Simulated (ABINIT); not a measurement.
**Phonon calculation, with input and output: SiC (part 2 of 3)**

Continued. System: SiC (F-43m, 2 atoms in the cell). Method: Kohn-Sham DFT of a periodic cell, PBEsol, PseudoDojo NC SR PBEsol v0.4.1 standard, no spin polarisation (ABINIT 10.8.3); cutoff 1115.67 eV, 6×6×6 k-mesh, fixed occupations. The structure derives from an entry of the Crystallography Open Database.

Geometry of the input (Å; fractional positions):
```
0.0000  2.1788  2.1788
2.1788  0.0000  2.1788
2.1788  2.1788  0.0000
Si 0.0000  0.0000  0.0000
C  0.7500  0.7500  0.7500
```

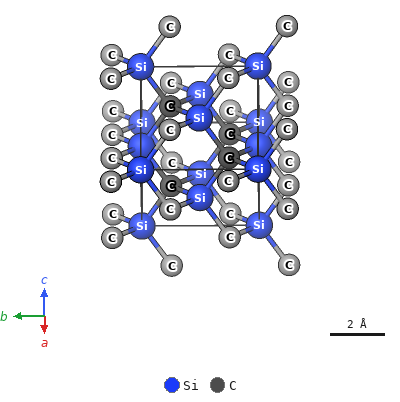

Fig. 1: The structure (ball-and-stick view of the cell 4 times as large as that of the calculation, set on its symmetry axes, seen at an oblique angle; neighbours outside the cell are drawn fainter).

The program's output, continued
```
 Initialisation of the first-order wave-functions :
  ireadwf=   0

--- !BeginCycle
iteration_state: {dtset: 2, }
solver: {iscf: -3, nstep: 80, nline: 4, wfoptalg: 0, }
tolerances: {tolwfr: 1.00E-18, }
...

     iter   2DEtotal(Ha)        deltaE(Ha) residm    vres2
-ETOT  1  -13.743298252885     -1.374E+01 3.783E-01 0.000E+00
 ETOT  2  -13.788580374557     -4.528E-02 8.813E-03 0.000E+00
 ETOT  3  -13.788896211758     -3.158E-04 2.763E-05 0.000E+00
 ETOT  4  -13.788899125409     -2.914E-06 4.366E-07 0.000E+00
 ETOT  5  -13.788899156026     -3.062E-08 3.888E-09 0.000E+00
 ETOT  6  -13.788899156372     -3.453E-10 9.182E-11 0.000E+00
 ETOT  7  -13.788899156376     -4.013E-12 6.999E-13 0.000E+00
 ETOT  8  -13.788899156376     -1.137E-13 2.064E-14 0.000E+00
 ETOT  9  -13.788899156376      2.309E-14 1.331E-16 0.000E+00
 ETOT 10  -13.788899156376     -1.954E-14 4.774E-18 0.000E+00
 ETOT 11  -13.788899156376     -5.329E-15 9.871E-19 0.000E+00

 At SCF step   11   max residual=  9.87E-19 < tolwfr=  1.00E-18 =>converged.
================================================================================

 ----iterations are completed or convergence reached----

 Mean square residual over all n,k,spin=   53.989E-20; max=  98.714E-20
 dfpt_looppert : ek2=    2.7945534869E+01
          f-sum rule ratio=    1.0011453957E+00 (note : ecutsm/=0)
 Expectation of eigenvalue derivatives (hartree) for nkpt= 432  k points:
  (in case of degenerate eigenvalues, averaged derivative)
 kpt#   1, nband=  4, wtk=  0.00231, kpt= -0.0833 -0.1667  0.0000 (reduced coord)
  -0.04005   -0.19487    0.18550    0.25357
 prteigrs : prtvol=0 or 1, do not print more k-points.

 2DEtotal=   -0.1378889916E+02 Ha. Also 2DEtotal=   -0.375215060851E+03 eV
    (  non-var. 2DEtotal :   -1.3788899155E+01 Ha)

--------------------------------------------------------------------------------
 Perturbation wavevector (in red.coord.)   0.000000  0.000000  0.000000
 Perturbation : derivative vs k along direction   2
 The set of symmetries contains only one element for this perturbation.
 symkpt : not enough symmetry to change the number of k points.

--------------------------------------------------------------------------------

--------------------------------------------------------------------------------

 Initialisation of the first-order wave-functions :
  ireadwf=   0

--- !BeginCycle
iteration_state: {dtset: 2, }
solver: {iscf: -3, nstep: 80, nline: 4, wfoptalg: 0, }
tolerances: {tolwfr: 1.00E-18, }
...

     iter   2DEtotal(Ha)        deltaE(Ha) residm    vres2
-ETOT  1  -13.743298252581     -1.374E+01 3.783E-01 0.000E+00
 ETOT  2  -13.788580374252     -4.528E-02 8.813E-03 0.000E+00
 ETOT  3  -13.788896211453     -3.158E-04 2.763E-05 0.000E+00
 ETOT  4  -13.788899125103     -2.914E-06 4.366E-07 0.000E+00
 ETOT  5  -13.788899155721     -3.062E-08 3.888E-09 0.000E+00
 ETOT  6  -13.788899156067     -3.453E-10 9.182E-11 0.000E+00
 ETOT  7  -13.788899156071     -4.096E-12 6.999E-13 0.000E+00
 ETOT  8  -13.788899156071     -3.553E-14 2.064E-14 0.000E+00
 ETOT  9  -13.788899156071      6.573E-14 1.331E-16 0.000E+00
 ETOT 10  -13.788899156071      5.329E-15 4.774E-18 0.000E+00
 ETOT 11  -13.788899156071     -3.553E-15 9.871E-19 0.000E+00

 At SCF step   11   max residual=  9.87E-19 < tolwfr=  1.00E-18 =>converged.
================================================================================

 ----iterations are completed or convergence reached----

 Mean square residual over all n,k,spin=   54.052E-20; max=  98.714E-20
 dfpt_looppert : ek2=    2.7945534869E+01
          f-sum rule ratio=    1.0011453957E+00 (note : ecutsm/=0)
 Expectation of eigenvalue derivatives (hartree) for nkpt= 432  k points:
  (in case of degenerate eigenvalues, averaged derivative)
 kpt#   1, nband=  4, wtk=  0.00231, kpt= -0.0833 -0.1667  0.0000 (reduced coord)
  -0.19766    0.73444    0.15322    0.06841
 prteigrs : prtvol=0 or 1, do not print more k-points.

 2DEtotal=   -0.1378889916E+02 Ha. Also 2DEtotal=   -0.375215060843E+03 eV
    (  non-var. 2DEtotal :   -1.3788899155E+01 Ha)

--------------------------------------------------------------------------------
 Perturbation wavevector (in red.coord.)   0.000000  0.000000  0.000000
 Perturbation : derivative vs k along direction   3
 The set of symmetries contains only one element for this perturbation.
 symkpt : not enough symmetry to change the number of k points.

--------------------------------------------------------------------------------

--------------------------------------------------------------------------------

 Initialisation of the first-order wave-functions :
  ireadwf=   0

--- !BeginCycle
iteration_state: {dtset: 2, }
solver: {iscf: -3, nstep: 80, nline: 4, wfoptalg: 0, }
tolerances: {tolwfr: 1.00E-18, }
...

     iter   2DEtotal(Ha)        deltaE(Ha) residm    vres2
-ETOT  1  -13.743298252277     -1.374E+01 3.783E-01 0.000E+00
 ETOT  2  -13.788580373947     -4.528E-02 8.813E-03 0.000E+00
 ETOT  3  -13.788896211148     -3.158E-04 2.763E-05 0.000E+00
 ETOT  4  -13.788899124798     -2.914E-06 4.366E-07 0.000E+00
 ETOT  5  -13.788899155416     -3.062E-08 3.888E-09 0.000E+00
 ETOT  6  -13.788899155762     -3.452E-10 9.182E-11 0.000E+00
 ETOT  7  -13.788899155766     -4.110E-12 6.999E-13 0.000E+00
 ETOT  8  -13.788899155766     -1.332E-13 2.064E-14 0.000E+00
 ETOT  9  -13.788899155766      2.309E-14 1.331E-16 0.000E+00
 ETOT 10  -13.788899155766     -4.441E-14 4.774E-18 0.000E+00
 ETOT 11  -13.788899155766      3.553E-15 9.871E-19 0.000E+00

 At SCF step   11   max residual=  9.87E-19 < tolwfr=  1.00E-18 =>converged.
================================================================================

 ----iterations are completed or convergence reached----

 Mean square residual over all n,k,spin=   54.038E-20; max=  98.714E-20
 dfpt_looppert : ek2=    2.7945534869E+01
          f-sum rule ratio=    1.0011453957E+00 (note : ecutsm/=0)
 Expectation of eigenvalue derivatives (hartree) for nkpt= 432  k points:
  (in case of degenerate eigenvalues, averaged derivative)
 kpt#   1, nband=  4, wtk=  0.00231, kpt= -0.0833 -0.1667  0.0000 (reduced coord)
   0.11886   -0.26979   -0.16936   -0.16099
 prteigrs : prtvol=0 or 1, do not print more k-points.

 2DEtotal=   -0.1378889916E+02 Ha. Also 2DEtotal=   -0.375215060834E+03 eV
    (  non-var. 2DEtotal :   -1.3788899155E+01 Ha)
================================================================================

 ---- first-order wavefunction calculations are completed ----

 Total localisation tensor (bohr^2) in cartesian coordinates
  WARNING : still subject to testing - especially symmetries.
      direction              matrix element
   alpha     beta       real part   imaginary part
     1        1       1.9668991881   -0.0000000000
     1        2       0.9834495940    0.0000000000
     1        3       0.9834495940   -0.0000000000
     2        1       0.9834495940    0.0000000000
     2        2       1.9668991881    0.0000000000
     2        3       0.9834495941    0.0000000000
     3        1       0.9834495940   -0.0000000000
     3        2       0.9834495941    0.0000000000
     3        3       1.9668991881    0.0000000000

 respfn : d/dk was computed, but no 2DTE, so no DDB output.

================================================================================
== DATASET  3 ==================================================================

--- !DatasetInfo
iteration_state: {dtset: 3, }
dimensions: {natom: 2, nkpt: 432, mband: 4, nsppol: 1, nspinor: 1, nspden: 1, mpw: 1771, }
cutoff_energies: {ecut:  41.0, pawecutdg:  -1.0, }
electrons: {nelect:   8.00000000E+00, charge:   0.00000000E+00, occopt:   1.00000000E+00, tsmear:   1.00000000E-02, }
meta: {optdriver: 1, rfelfd: 3, rfphon: 1, }
...

 mkfilename : getwfk/=0, take file _WFK from output of DATASET   1.

 mkfilename : getddk/=0, take file _1WF from output of DATASET   2.

 Real(R)+Recip(G) space primitive vectors, cartesian coordinates (Bohr,Bohr^-1):
 R(1)=  0.0000000  4.1173167  4.1173167  G(1)= -0.1214383  0.1214383  0.1214383
 R(2)=  4.1173167  0.0000000  4.1173167  G(2)=  0.1214383 -0.1214383  0.1214383
 R(3)=  4.1173167  4.1173167  0.0000000  G(3)=  0.1214383  0.1214383 -0.1214383
 Unit cell volume ucvol=  1.3959595E+02 bohr^3
 Angles (23,13,12)=  6.00000000E+01  6.00000000E+01  6.00000000E+01 degrees
 setup1 : take into account q-point for computing boxcut.

 getcut: wavevector=  0.0000  0.0000  0.0000  ngfft=  36  36  36
         ecut(hartree)=     41.000   => boxcut(ratio)=   2.14495
--------------------------------------------------------------------------------

 ==>  initialize data related to q vector <==

 The list of irreducible perturbations for this q vector is:
    1)    idir= 1    ipert=   1
    2)    idir= 1    ipert=   2
    3)    idir= 1    ipert=   4

================================================================================

 The perturbation idir=   2  ipert=   1 is
 symmetric of a previously calculated perturbation.
 So, its SCF calculation is not needed.

 The perturbation idir=   3  ipert=   1 is
 symmetric of a previously calculated perturbation.
 So, its SCF calculation is not needed.

 The perturbation idir=   2  ipert=   2 is
 symmetric of a previously calculated perturbation.
 So, its SCF calculation is not needed.

 The perturbation idir=   3  ipert=   2 is
 symmetric of a previously calculated perturbation.
 So, its SCF calculation is not needed.

 The perturbation idir=   2  ipert=   4 is
 symmetric of a previously calculated perturbation.
 So, its SCF calculation is not needed.

 The perturbation idir=   3  ipert=   4 is
 symmetric of a previously calculated perturbation.
 So, its SCF calculation is not needed.

--------------------------------------------------------------------------------
 Perturbation wavevector (in red.coord.)   0.000000  0.000000  0.000000
 Perturbation : displacement of atom   1   along direction   1
 Found     2 symmetries that leave the perturbation invariant.
 symkpt : the number of k-points, thanks to the symmetries,
 is reduced to   234 .

--------------------------------------------------------------------------------

--------------------------------------------------------------------------------

 Initialisation of the first-order wave-functions :
  ireadwf=   0

--- !BeginCycle
iteration_state: {dtset: 3, }
solver: {iscf: 7, nstep: 80, nline: 4, wfoptalg: 0, }
tolerances: {tolvrs: 1.00E-10, }
...

     iter   2DEtotal(Ha)        deltaE(Ha) residm    vres2
-ETOT  1   6.8167517033607     -4.412E+01 2.793E-01 3.772E+02
 ETOT  2   6.7166958721732     -1.001E-01 1.391E-03 1.220E+01
 ETOT  3   6.7133111705567     -3.385E-03 3.875E-05 1.158E-01
 ETOT  4   6.7132825560039     -2.861E-05 4.156E-07 4.803E-04
 ETOT  5   6.7132824268082     -1.292E-07 4.661E-09 2.469E-06
 ETOT  6   6.7132824257686     -1.040E-09 7.098E-11 1.730E-07
 ETOT  7   6.7132824257195     -4.914E-11 6.646E-13 1.292E-08
 ETOT  8   6.7132824257149     -4.533E-12 3.253E-14 3.969E-10
 ETOT  9   6.7132824257151      1.350E-13 7.557E-16 1.262E-12

 At SCF step    9       vres2   =  1.26E-12 < tolvrs=  1.00E-10 =>converged.
-open ddk wf file :runo_DS2_1WF7
-open ddk wf file :runo_DS2_1WF8
-open ddk wf file :runo_DS2_1WF9
================================================================================

 ----iterations are completed or convergence reached----

 Mean square residual over all n,k,spin=   22.787E-17; max=  75.572E-17

 2DEtotal=    0.6713282426E+01 Ha. Also 2DEtotal=    0.182677721064E+03 eV
    (2DErelax=   -4.4221484340E+01 Ha. 2DEnonrelax=    5.0934766766E+01 Ha)
    (  non-var. 2DEtotal :    6.7132824119E+00 Ha)

--------------------------------------------------------------------------------
 Perturbation wavevector (in red.coord.)   0.000000  0.000000  0.000000
 Perturbation : displacement of atom   2   along direction   1
 Found     2 symmetries that leave the perturbation invariant.
 symkpt : the number of k-points, thanks to the symmetries,
 is reduced to   234 .

--------------------------------------------------------------------------------

--------------------------------------------------------------------------------

 Initialisation of the first-order wave-functions :
  ireadwf=   0

--- !BeginCycle
iteration_state: {dtset: 3, }
solver: {iscf: 7, nstep: 80, nline: 4, wfoptalg: 0, }
tolerances: {tolvrs: 1.00E-10, }
...

     iter   2DEtotal(Ha)        deltaE(Ha) residm    vres2
-ETOT  1   8.6385787524598     -5.558E+02 1.493E+00 6.109E+03
 ETOT  2   6.7592280892093     -1.879E+00 5.863E-02 1.135E+02
 ETOT  3   6.7138399247092     -4.539E-02 8.722E-04 2.573E+00
 ETOT  4   6.7132913355360     -5.486E-04 5.860E-06 6.198E-03
 ETOT  5   6.7132899408760     -1.395E-06 4.859E-08 1.773E-03
 ETOT  6   6.7132893660382     -5.748E-07 3.827E-09 6.108E-05
 ETOT  7   6.7132893483748     -1.766E-08 1.554E-10 4.768E-07
 ETOT  8   6.7132893482580     -1.168E-10 1.707E-12 7.267E-10
 ETOT  9   6.7132893482579     -1.137E-13 1.173E-14 1.013E-10
 ETOT 10   6.7132893482593      1.364E-12 1.906E-16 5.721E-13

 At SCF step   10       vres2   =  5.72E-13 < tolvrs=  1.00E-10 =>converged.
-open ddk wf file :runo_DS2_1WF7
-open ddk wf file :runo_DS2_1WF8
-open ddk wf file :runo_DS2_1WF9
================================================================================

 ----iterations are completed or convergence reached----

 Mean square residual over all n,k,spin=   87.335E-18; max=  19.061E-17

 2DEtotal=    0.6713289348E+01 Ha. Also 2DEtotal=    0.182677909437E+03 eV
    (2DErelax=   -5.5774997480E+02 Ha. 2DEnonrelax=    5.6446326415E+02 Ha)
    (  non-var. 2DEtotal :    6.7132893166E+00 Ha)

--------------------------------------------------------------------------------
 Perturbation wavevector (in red.coord.)   0.000000  0.000000  0.000000
 Perturbation : homogeneous electric field along direction   1
 The set of symmetries contains only one element for this perturbation.
 symkpt : not enough symmetry to change the number of k points.

--------------------------------------------------------------------------------

--------------------------------------------------------------------------------

 Initialisation of the first-order wave-functions :
  ireadwf=   0

--- !BeginCycle
iteration_state: {dtset: 3, }
solver: {iscf: 7, nstep: 80, nline: 4, wfoptalg: 0, }
tolerances: {tolvrs: 1.00E-10, }
...

     iter   2DEtotal(Ha)        deltaE(Ha) residm    vres2
-ETOT  1  -114.22830242231     -1.142E+02 5.162E+00 1.068E+04
 ETOT  2  -116.85845359582     -2.630E+00 1.168E-01 1.854E+02
 ETOT  3  -116.91557530056     -5.712E-02 8.920E-04 3.066E+00
 ETOT  4  -116.91628432598     -7.090E-04 1.001E-05 9.824E-02
 ETOT  5  -116.91630752249     -2.320E-05 3.194E-07 2.160E-02
 ETOT  6  -116.91631477833     -7.256E-06 3.621E-08 7.877E-05
 ETOT  7  -116.91631480629     -2.796E-08 2.232E-10 2.730E-07
 ETOT  8  -116.91631480640     -1.023E-10 1.805E-12 3.046E-09
 ETOT  9  -116.91631480640     -1.990E-13 2.408E-14 2.569E-11

 At SCF step    9       vres2   =  2.57E-11 < tolvrs=  1.00E-10 =>converged.
-open ddk wf file :runo_DS2_1WF7
-open ddk wf file :runo_DS2_1WF8
-open ddk wf file :runo_DS2_1WF9
================================================================================

 ----iterations are completed or convergence reached----

 Mean square residual over all n,k,spin=   28.528E-16; max=  24.077E-15

 2DEtotal=   -0.1169163148E+03 Ha. Also 2DEtotal=   -0.318145500065E+04 eV
    (  non-var. 2DEtotal :   -1.1691631479E+02 Ha)
================================================================================

 ---- first-order wavefunction calculations are completed ----

 ==> Compute Derivative Database <==
 The violation of the charge neutrality conditions
 by the effective charges is as follows :
    atom        electric field
 displacement     direction
       1               1       -0.001532        0.000000
       1               2       -0.000000        0.000000
       1               3        0.000000        0.000000
       2               1       -0.000000        0.000000
       2               2       -0.001532        0.000000
       2               3       -0.000000        0.000000
       3               1        0.000000        0.000000
       3               2        0.000000        0.000000
       3               3       -0.001532        0.000000
```
